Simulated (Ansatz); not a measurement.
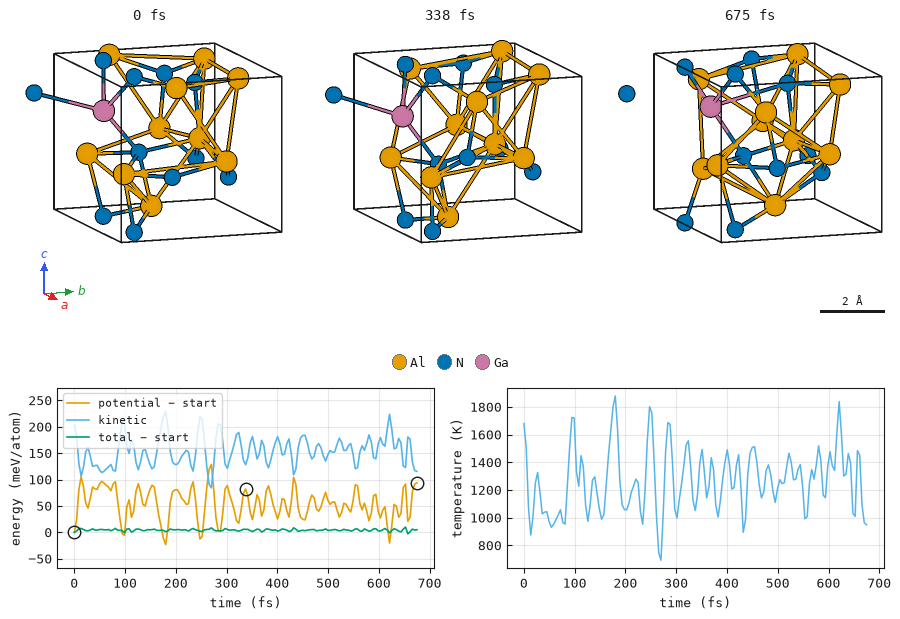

A Born-Oppenheimer molecular dynamics run of AlN with an interstitial Ga (17 atoms in the cell), 675 fs long. It starts from the last geometry of an earlier run, with fresh velocities. Frames and the history of the run. Style: ball-and-stick. Shown: the simulation cell, slightly off an axis. Bonds to atoms that aren't drawn are left out.

The calculation used Ansatz 0.2.0, DFT PBE-D3(BJ), scalar-relativistic, plane waves, PAW. Settings: plane-wave cutoff 420 eV; k-point mesh 2 × 3 × 3; Fermi-Dirac smearing 0.1 eV; low-accuracy preset; constant energy (NVE); velocities drawn for 1680 K; time step 4.5 fs.

What happens in this trajectory?

Answer. Root-mean-square distances from the starting positions over the second half, with the common drift of all atoms taken out: Al 0.42 Å, Ga 0.40 Å, N 0.35 Å. Against the typical shortest distance between atoms in the first frame, about 1.8 Å these are large excursions, but over 675 fs one can't yet tell strong vibration from the start of diffusion. The mean temperature in the second half is 1291 K (standard deviation 176 K). The potential energy in the second half lies on average 51.5 meV per atom above the first frame. The total energy moves between −2.7 and 10 meV per atom from its start, in jumps that begin near 0 fs. That is too much for reliable dynamics. The time step of 4.5 fs is long for the fastest vibrations here (lightest element nitrogen).

Limits of the set-up: the cell has an odd number of electrons but was run without spin polarisation; the k-point mesh is coarse for a cell with partly filled bands; the program's low-accuracy preset was used; the periodic images lie only 5.0 Å apart, so the values are limited by the cell's size.

PAW datasets: the set soft_1.
